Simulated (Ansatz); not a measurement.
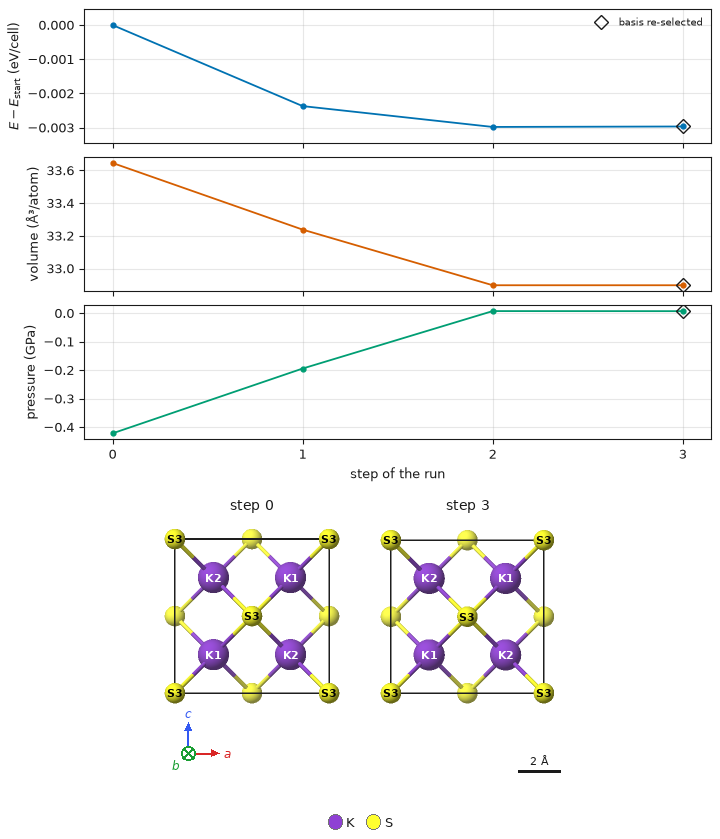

First and last geometry of a relaxation of a crystal of K₂S (set up in Fm-3m), with the history of the run. Style: ball-and-stick. Shown: the conventional cell (4 times the calculation's cell), along the b axis. Lengths and directions refer to the drawn axes.

All numbers below come from DFT PBEsol, scalar-relativistic, plane waves, PAW (Ansatz).

The input:
```yaml
crystal:
  lattice:
    - [0.0, 3.6955, 3.6955]
    - [3.6955, 0.0, 3.6955]
    - [3.6955, 3.6955, 0.0]
  atoms:
    - { symbol: K, position: [0.25, 0.25, 0.25] }
    - { symbol: K, position: [0.75, 0.75, 0.75] }
    - { symbol: S, position: [0.0, 0.0, 0.0] }
basis:
  ecutwfc: 420
kpoints:
  mp_grid: { grid: [6, 6, 6] }
hamiltonian:
  xc: pbesol
scf:
  occupations: { method: gaussian, width: 0.02 }
output:
  forces: true
  stress: true
  eigenvalues: true
relax:
  adjacent_minimum: "off"
  f_tol: 0.005
  max_steps: 80
  cell: { stress_tol: 0.05 }
```

**Read the history and describe the run.**

It converged. No atom moves by more than 0.005 Å relative to the cell. The volume changes by −2.2 %, with a = b = c 7.391 → 7.336 Å (−0.7 %). Among the contacts that change: K1–S3 3.200 → 3.177 Å. The space group stays Fm-3m (No. 225). After 2 accepted moves (3 points after the start) the energy has fallen by 3.0 meV per cell of the calculation. All forces vanish by symmetry, so only the cell relaxes. Pressure: −0.42 GPa at the start and 0.01 GPa at the end. At 1 point the geometry stayed and the basis and grid were re-selected for the new cell (energy shift of less than 0.05 meV per cell of the calculation at most each time).
